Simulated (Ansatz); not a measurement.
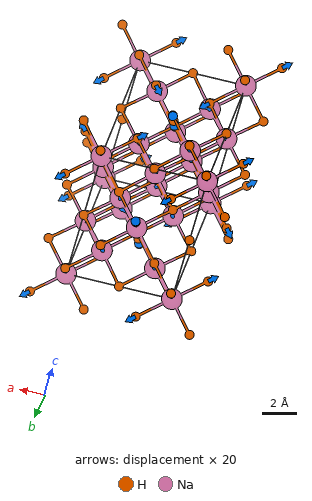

This is a relaxation of a defect cell of composition Na₁₅H₁₇ (cell charge +1). The starting structure is drawn; blue arrows show the displacements, 20 times their true length.

The picture is a ball-and-stick view of the cell of the calculation, seen from a free direction.

Case: H on a Na site (a), charge +1, atoms relaxed at the host's cell.

Method: DFT PBE, scalar-relativistic, plane waves, PAW (Ansatz). Settings: plane-wave cutoff 420 eV; k-point mesh 2 × 2 × 2; occupations gaussian; smearing width 0.01 eV; mesh shifted by (0.5, 0.5, 0.5); collinear spin; atoms relaxed in a fixed cell; force threshold 0.025 eV/Å; at most 45 steps.

Atoms of which element are displaced furthest, and by how much?

Hydrogen: up to 0.037 Å, against 0.011 Å for sodium.

What happened in the run?

The largest moves, 0.037 Å, are those of H atoms. By element the largest moves are H 0.037 Å, Na 0.011 Å. The lattice vectors keep their values. Among the contacts that change: H–Na 2.421 → 2.459 Å, H–Na 2.377 → 2.369 Å, H–Na 2.455 → 2.462 Å. After 1 geometry step the energy has fallen by 6.1 meV per cell of the calculation. Largest force component: 0.04 eV/Å at the start, 0.015 eV/Å at the end. The program noted that the starting moments weren't kept.

Limits of the set-up: the k-point mesh is coarse for a cell with partly filled bands; the periodic images lie only 8.4 Å apart, so the values are limited by the cell's size; the cell is charged, on a uniform background, and energies carry no finite-size correction.
